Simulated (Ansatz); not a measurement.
In doubt: masses and optical values from hybrid runs of this build are listed as unsure (in some of the runs), which bears on the screening that GW takes from such a start.

The crystal is AlN (4H polytype) (P6_3mc).

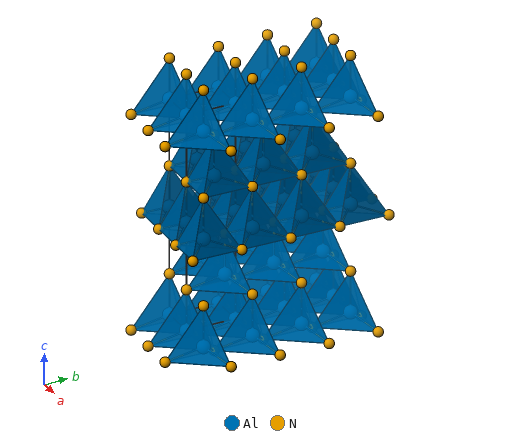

The structure (aluminium blue, nitrogen orange). 2×3×1 cells are drawn. Some periodic images of atoms are drawn too.

```
Al N
1.0
     3.12023    0.00000    0.00000
    -1.56011    2.70220    0.00000
     0.00000    0.00000   10.11022
Al N
4 4
Direct
  0.00000 0.00000 0.99875
  0.33333 0.66667 0.24983
  0.00000 0.00000 0.49875
  0.66667 0.33333 0.74983
  0.00000 0.00000 0.18822
  0.33333 0.66667 0.43821
  0.00000 0.00000 0.68822
  0.66667 0.33333 0.93821
```

The structure was relaxed with PBE. The runs that relaxed it are not among those shown.

Gaps computed with Ansatz 0.2.0 without a self-energy: HSE06 5.27 eV, PBE0 6.00 eV and LDA 3.92 eV.

What gap should G0W0 on HSE06 give (6×6×2 mesh, 254 empty bands, screening to 120 eV, PAW set soft_1 files)?

About 5.91 eV: on its mesh the run moves the gap from 5.27 eV by +0.65 eV. Among the scalar-relativistic levels given, PBE0 is nearest (+0.09 eV). Bands and cutoff are finite, so the gap is not at the basis limit. The miss can reach some tenths of an eV and take either sign; the mesh is an error of its own.

[Paths, hosts, dates, memory and timing lines, banners, echoed tables and standing remarks are left out of the program output.]

[Logs are printed without paths, hosts, clocks, repeated set-up lines and the standing remarks that a program may print on its own settings, such as how far it seeks lower states.]

[Runs of the session that timed out or met a known fault of the program may be left out.]

[Cells called generated may have been cut or substituted from an entry of the Crystallography Open Database or the Materials Project.]

[Hosts, paths, dates, database ids (printed as entryN), source tags and the programs' standing remarks are cut or masked in the printed files.]
